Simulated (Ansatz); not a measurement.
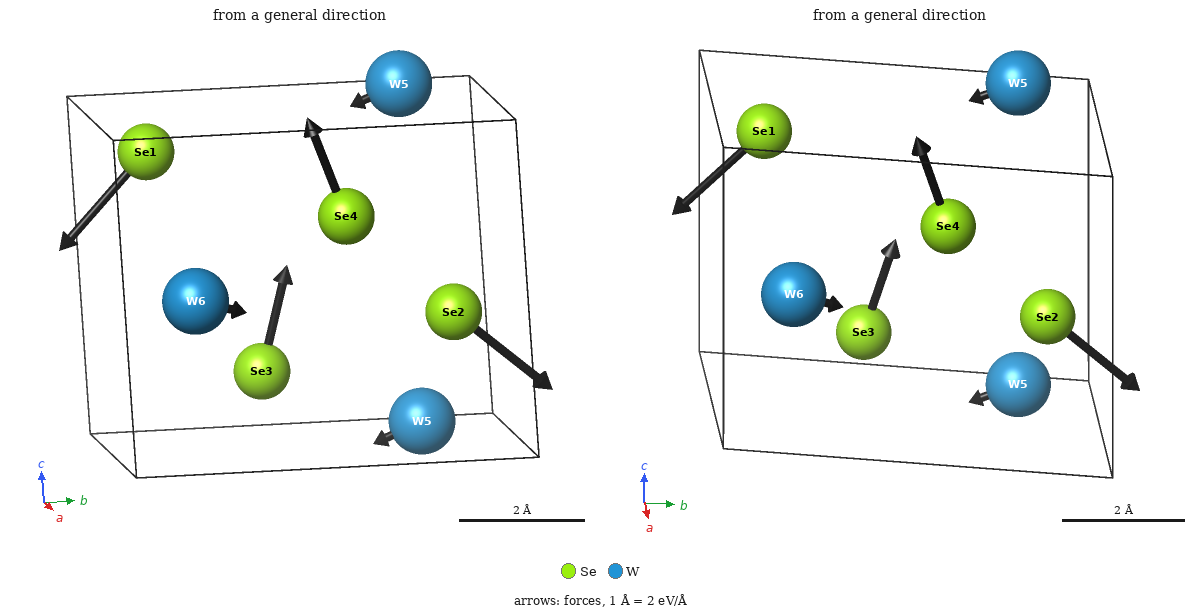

Spheres-only representation of a periodic structure, projected from two general directions. The edges of the simulation cell are marked. The arrows are the computed forces on the atoms.

System: WSe2. The numbers come from Ansatz, DFT, PAW plane waves, r2SCAN, using a basis cut at 500 eV, a 9×9×6 mesh of k-points, Gaussian smearing of 0.038 eV, no spin polarisation.

**Is the structure at rest?**

No. The atoms still feel forces of up to about 3.4 eV/Å, far above a usual threshold of 0.01 to 0.03 eV/Å.

**Which atom has the biggest force on it?**

Se1 and Se2, about 3.4 eV/Å.

Origin: a generated cell, made by putting these elements into a known structure type (the compound may or may not exist in this form); unrelaxed. It went into a calculation with Ansatz.
